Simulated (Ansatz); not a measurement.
The cell of ZrS$_{2}$ in space group P-3m1. Origin of the cell: the input geometry of an electronic-structure calculation (not necessarily at equilibrium).

Space group P-3m1 (No. 164). a = 3.686 Å, b = 3.686 Å, c = 6.757 Å, α = 90.00°, β = 90.00°, γ = 120.00°
```json
{"atom": "Zr", "site": "1a", "symmetry": "-3m.", "x": "0.0000", "y": "0.0000", "z": "0.0000"}
{"atom": "S", "site": "2d", "symmetry": "3m.", "x": "0.6667", "y": "0.3333", "z": "0.7857"}
```

Q: Take as void every point where the procrystal density (the sum of the densities of spherically averaged neutral Hartree-Fock atoms) is below 0.005 e/bohr³. From Rb on the atoms have core potentials, so only their outer electrons count. What do the voids look like?

A: The voids take about 20 % of the cell (16 Å³ of 79.5 Å³) and are bounded by about 28 Å² of surface per cell. Where they connect, they form a two-dimensional network in layers parallel to (001).

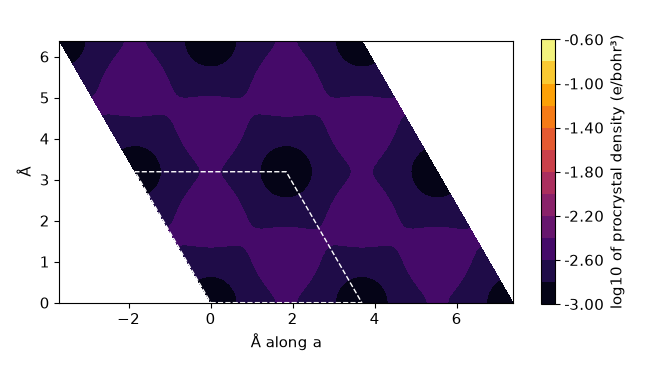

The procrystal density on the section z = 0.500 (parallel to a and b; the dashed line is one cell); the black line bounds the voids.
